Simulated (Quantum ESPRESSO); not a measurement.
**Run report: Al, geometry relaxation (part 1 of 2)**

- system: Al (P6₃/mmc, 2 atoms in the cell)
- method: Kohn-Sham DFT of a periodic cell, PBEsol, GBRV 1.5 PBEsol, no spin polarisation (Quantum ESPRESSO 7.5)

The structure derives from a Materials Project entry.

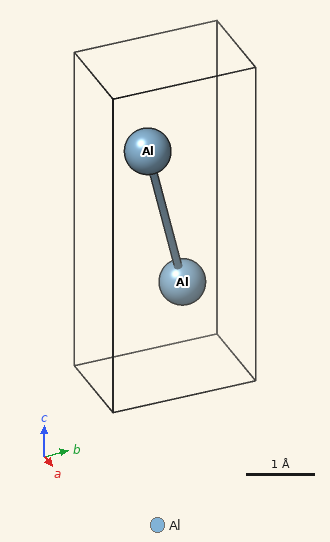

**Figure 1.** The structure as given in the input (ball-and-stick view of the cell of the calculation, seen slightly off an axis). An atom can appear more than once, as a periodic image. Near neighbours in the periodic cell (some may lie outside the picture): Al has 12 Al at 2.81 to 2.89 Å.

Input file:
```
&CONTROL
  calculation = 'relax'
  prefix = 'pwscf'
  outdir = './tmp'
  pseudo_dir = './pseudo'
  tprnfor = .true.
  tstress = .true.
  disk_io = 'low'
  nstep = 40
  forc_conv_thr = 0.0004
  etot_conv_thr = 1d-05
/
&SYSTEM
  ibrav = 0
  celldm(1) = 8
  nat = 2
  ntyp = 1
  ecutwfc = 45
  ecutrho = 360
  nbnd = 8
  occupations = 'smearing'
  smearing = 'fd'
  degauss = 0.00367493
/
&ELECTRONS
  conv_thr = 4d-10
  electron_maxstep = 120
  mixing_beta = 0.5
/
&IONS
  ion_dynamics = 'bfgs'
/
ATOMIC_SPECIES
Al    26.9815 al_pbesol_v1.uspp.F.UPF
CELL_PARAMETERS alat
  0.6643462940091   0.0000000000000   0.0000000000000
 -0.3321731469928   0.5753407675200   0.0000000000000
  0.0000000000000   0.0000000000000   1.1266341647303
ATOMIC_POSITIONS crystal
Al     0.3333333333    0.6666666667    0.2500000000
Al     0.6666666667    0.3333333333    0.7500000000
K_POINTS automatic
11 11 6 0 0 0
```

Run on 2 threads of Arm Neoverse V2, 24 GiB of memory available, shared host.

Launch command:
```bash
OMP_NUM_THREADS=1 mpirun -n 2 pw.x -nk 2 -in pw.in > pw.out
```

Output:
```
This program is part of the open-source Quantum ESPRESSO suite
     for quantum simulation of materials; please cite
         "P. Giannozzi et al., J. Phys.:Condens. Matter 21 395502 (2009);
         "P. Giannozzi et al., J. Phys.:Condens. Matter 29 465901 (2017);
         "P. Giannozzi et al., J. Chem. Phys. 152 154105 (2020);
          URL
     in publications or presentations arising from this work. More details at

     Message from routine setup:
     using ibrav=0 with symmetry is DISCOURAGED, use correct ibrav instead

     K-points division:     npool     =       2
     Subspace diagonalization in iterative solution of the eigenvalue problem:
     a serial algorithm will be used

     G-vector sticks info
     --------------------
     sticks:   dense  smooth     PW     G-vecs:    dense   smooth      PW
     Sum         703     349    109                25357     9003    1629

     Using Slab Decomposition

     bravais-lattice index     =            0
     lattice parameter (alat)  =       8.0000  a.u.
     unit-cell volume          =     220.4817 (a.u.)^3
     number of atoms/cell      =            2
     number of atomic types    =            1
     number of electrons       =         6.00
     number of Kohn-Sham states=            8
     kinetic-energy cutoff     =      45.0000  Ry
     charge density cutoff     =     360.0000  Ry
     scf convergence threshold =      4.0E-10
     mixing beta               =       0.5000
     number of iterations used =            8  plain     mixing
     energy convergence thresh.=      1.0E-05
     force convergence thresh. =      4.0E-04
     Exchange-correlation= SLA  PW   PSX  PSC
                           (   1   4  10   8   0   0   0)
     nstep                     =           40

     celldm(1)=   8.000000  celldm(2)=   0.000000  celldm(3)=   0.000000
     celldm(4)=   0.000000  celldm(5)=   0.000000  celldm(6)=   0.000000

     crystal axes: (cart. coord. in units of alat)
               a(1) = (   0.664346   0.000000   0.000000 )
               a(2) = (  -0.332173   0.575341   0.000000 )
               a(3) = (   0.000000   0.000000   1.126634 )

     reciprocal axes: (cart. coord. in units 2 pi/alat)
               b(1) = (  1.505239  0.869050 -0.000000 )
               b(2) = (  0.000000  1.738100  0.000000 )
               b(3) = (  0.000000 -0.000000  0.887600 )

     PseudoPot. # 1 for Al read from file:
     al_pbesol_v1.uspp.F.UPF
     Pseudo is Ultrasoft + core correction, Zval =  3.0
     Generated by new atomic code, or converted to UPF format
     Using radial grid of  893 points,  3 beta functions with:
                l(1) =   0
                l(2) =   1
                l(3) =   2
     Q(r) pseudized with  8 coefficients,  rinner =    0.900   0.900   0.900
                                                       0.900   0.900

     atomic species   valence    mass     pseudopotential
     Al                3.00    26.98150     Al( 1.00)

     24 Sym. Ops., with inversion, found (12 have fractional translation)

   Cartesian axes

     site n.     atom                  positions (alat units)
         1        Al     tau(   1) = (  -0.0000000   0.3835605   0.2816585  )
         2        Al     tau(   2) = (   0.3321731   0.1917803   0.8449756  )

     number of k points=    64  Fermi-Dirac smearing, width (Ry)=  0.0037
                       cart. coord. in units 2pi/alat
        k(    1) = (   0.0000000   0.0000000   0.0000000), wk =   0.0027548
        k(    2) = (   0.0000000   0.0000000   0.1479333), wk =   0.0055096
        k(    3) = (   0.0000000   0.0000000   0.2958665), wk =   0.0055096
        k(    4) = (   0.0000000   0.0000000  -0.4437998), wk =   0.0027548
        k(    5) = (   0.0000000   0.1580091   0.0000000), wk =   0.0165289
        k(    6) = (   0.0000000   0.1580091   0.1479333), wk =   0.0330579
        k(    7) = (   0.0000000   0.1580091   0.2958665), wk =   0.0330579
        k(    8) = (   0.0000000   0.1580091  -0.4437998), wk =   0.0165289
        k(    9) = (   0.0000000   0.3160182   0.0000000), wk =   0.0165289
        k(   10) = (   0.0000000   0.3160182   0.1479333), wk =   0.0330579
        k(   11) = (   0.0000000   0.3160182   0.2958665), wk =   0.0330579
        k(   12) = (   0.0000000   0.3160182  -0.4437998), wk =   0.0165289
        k(   13) = (   0.0000000   0.4740274   0.0000000), wk =   0.0165289
        k(   14) = (   0.0000000   0.4740274   0.1479333), wk =   0.0330579
        k(   15) = (   0.0000000   0.4740274   0.2958665), wk =   0.0330579
        k(   16) = (   0.0000000   0.4740274  -0.4437998), wk =   0.0165289
        k(   17) = (   0.0000000   0.6320365   0.0000000), wk =   0.0165289
        k(   18) = (   0.0000000   0.6320365   0.1479333), wk =   0.0330579
        k(   19) = (   0.0000000   0.6320365   0.2958665), wk =   0.0330579
        k(   20) = (   0.0000000   0.6320365  -0.4437998), wk =   0.0165289
        k(   21) = (   0.0000000   0.7900456   0.0000000), wk =   0.0165289
        k(   22) = (   0.0000000   0.7900456   0.1479333), wk =   0.0330579
        k(   23) = (   0.0000000   0.7900456   0.2958665), wk =   0.0330579
        k(   24) = (   0.0000000   0.7900456  -0.4437998), wk =   0.0165289
        k(   25) = (   0.1368399   0.2370137   0.0000000), wk =   0.0165289
        k(   26) = (   0.1368399   0.2370137   0.1479333), wk =   0.0330579
        k(   27) = (   0.1368399   0.2370137   0.2958665), wk =   0.0330579
        k(   28) = (   0.1368399   0.2370137  -0.4437998), wk =   0.0165289
        k(   29) = (   0.1368399   0.3950228   0.0000000), wk =   0.0330579
        k(   30) = (   0.1368399   0.3950228   0.1479333), wk =   0.0661157
        k(   31) = (   0.1368399   0.3950228   0.2958665), wk =   0.0661157
        k(   32) = (   0.1368399   0.3950228  -0.4437998), wk =   0.0330579
        k(   33) = (   0.1368399   0.5530319   0.0000000), wk =   0.0330579
        k(   34) = (   0.1368399   0.5530319   0.1479333), wk =   0.0661157
        k(   35) = (   0.1368399   0.5530319   0.2958665), wk =   0.0661157
        k(   36) = (   0.1368399   0.5530319  -0.4437998), wk =   0.0330579
        k(   37) = (   0.1368399   0.7110411   0.0000000), wk =   0.0330579
        k(   38) = (   0.1368399   0.7110411   0.1479333), wk =   0.0661157
        k(   39) = (   0.1368399   0.7110411   0.2958665), wk =   0.0661157
        k(   40) = (   0.1368399   0.7110411  -0.4437998), wk =   0.0330579
        k(   41) = (   0.1368399   0.8690502   0.0000000), wk =   0.0165289
        k(   42) = (   0.1368399   0.8690502   0.1479333), wk =   0.0330579
        k(   43) = (   0.1368399   0.8690502   0.2958665), wk =   0.0330579
        k(   44) = (   0.1368399   0.8690502  -0.4437998), wk =   0.0165289
        k(   45) = (   0.2736798   0.4740274   0.0000000), wk =   0.0165289
        k(   46) = (   0.2736798   0.4740274   0.1479333), wk =   0.0330579
        k(   47) = (   0.2736798   0.4740274   0.2958665), wk =   0.0330579
        k(   48) = (   0.2736798   0.4740274  -0.4437998), wk =   0.0165289
        k(   49) = (   0.2736798   0.6320365   0.0000000), wk =   0.0330579
        k(   50) = (   0.2736798   0.6320365   0.1479333), wk =   0.0661157
        k(   51) = (   0.2736798   0.6320365   0.2958665), wk =   0.0661157
        k(   52) = (   0.2736798   0.6320365  -0.4437998), wk =   0.0330579
        k(   53) = (   0.2736798   0.7900456   0.0000000), wk =   0.0330579
        k(   54) = (   0.2736798   0.7900456   0.1479333), wk =   0.0661157
        k(   55) = (   0.2736798   0.7900456   0.2958665), wk =   0.0661157
        k(   56) = (   0.2736798   0.7900456  -0.4437998), wk =   0.0330579
        k(   57) = (   0.4105197   0.7110411   0.0000000), wk =   0.0165289
        k(   58) = (   0.4105197   0.7110411   0.1479333), wk =   0.0330579
        k(   59) = (   0.4105197   0.7110411   0.2958665), wk =   0.0330579
        k(   60) = (   0.4105197   0.7110411  -0.4437998), wk =   0.0165289
        k(   61) = (   0.4105197   0.8690502   0.0000000), wk =   0.0165289
        k(   62) = (   0.4105197   0.8690502   0.1479333), wk =   0.0330579
        k(   63) = (   0.4105197   0.8690502   0.2958665), wk =   0.0330579
        k(   64) = (   0.4105197   0.8690502  -0.4437998), wk =   0.0165289

     Dense  grid:    25357 G-vectors     FFT dimensions: (  36,  36,  60)

     Smooth grid:     9003 G-vectors     FFT dimensions: (  24,  24,  40)

     Initial potential from superposition of free atoms

     starting charge       5.9953, renormalised to       6.0000
     Starting wfcs are    8 randomized atomic wfcs

     Self-consistent Calculation

     iteration #  1     ecut=    45.00 Ry     beta= 0.50
     Davidson diagonalization with overlap
     ethr =  1.00E-02,  avg # of iterations =  4.5

     Threshold (ethr) on eigenvalues was too large:
     Diagonalizing with lowered threshold

     Davidson diagonalization with overlap
     ethr =  1.91E-04,  avg # of iterations =  3.2

     total energy              =     -13.32586356 Ry
     estimated scf accuracy    <       0.01168156 Ry

     iteration #  2     ecut=    45.00 Ry     beta= 0.50
     Davidson diagonalization with overlap
     ethr =  1.95E-04,  avg # of iterations =  1.0

     total energy              =     -13.32501728 Ry
     estimated scf accuracy    <       0.00239339 Ry

     iteration #  3     ecut=    45.00 Ry     beta= 0.50
     Davidson diagonalization with overlap
     ethr =  3.99E-05,  avg # of iterations =  1.0

     total energy              =     -13.32512415 Ry
     estimated scf accuracy    <       0.00000403 Ry

     iteration #  4     ecut=    45.00 Ry     beta= 0.50
     Davidson diagonalization with overlap
     ethr =  6.71E-08,  avg # of iterations =  3.6

     total energy              =     -13.32512845 Ry
     estimated scf accuracy    <       0.00000013 Ry

     iteration #  5     ecut=    45.00 Ry     beta= 0.50
     Davidson diagonalization with overlap
     ethr =  2.09E-09,  avg # of iterations =  2.0

     total energy              =     -13.32512847 Ry
     estimated scf accuracy    <       0.00000004 Ry

     iteration #  6     ecut=    45.00 Ry     beta= 0.50
     Davidson diagonalization with overlap
     ethr =  7.09E-10,  avg # of iterations =  1.0

     total energy              =     -13.32512847 Ry
     estimated scf accuracy    <          5.0E-10 Ry

     iteration #  7     ecut=    45.00 Ry     beta= 0.50
     Davidson diagonalization with overlap
     ethr =  8.27E-12,  avg # of iterations =  1.9

     End of self-consistent calculation

          k = 0.0000 0.0000 0.0000 (  1135 PWs)   bands (ev):

    -3.2871   3.0948   3.0973  19.1227  19.1227  19.4307  19.4307  19.5502

          k = 0.0000 0.0000 0.1479 (  1117 PWs)   bands (ev):

    -3.1064   1.1721   5.3396  17.0078  19.2610  19.2610  19.5816  19.5816

          k = 0.0000 0.0000 0.2959 (  1129 PWs)   bands (ev):

    -2.5655  -0.4193   7.8869  13.7894  19.6700  19.6700  20.0141  20.0141

          k = 0.0000 0.0000-0.4438 (  1124 PWs)   bands (ev):

    -1.6679  -1.6679  10.7160  10.7160  20.2600  20.2600  20.2600  20.2601

          k = 0.0000 0.1580 0.0000 (  1124 PWs)   bands (ev):

    -3.0810   3.2914   3.2949  16.1355  17.5271  18.6796  20.3828  20.9843

          k = 0.0000 0.1580 0.1479 (  1119 PWs)   bands (ev):

    -2.9006   1.3723   5.5326  16.1856  17.2935  17.6772  19.1780  20.3047

          k = 0.0000 0.1580 0.2959 (  1137 PWs)   bands (ev):

    -2.3603  -0.2169   8.0735  13.9280  16.8569  18.1268  18.5278  19.9049

          k = 0.0000 0.1580-0.4438 (  1124 PWs)   bands (ev):
```
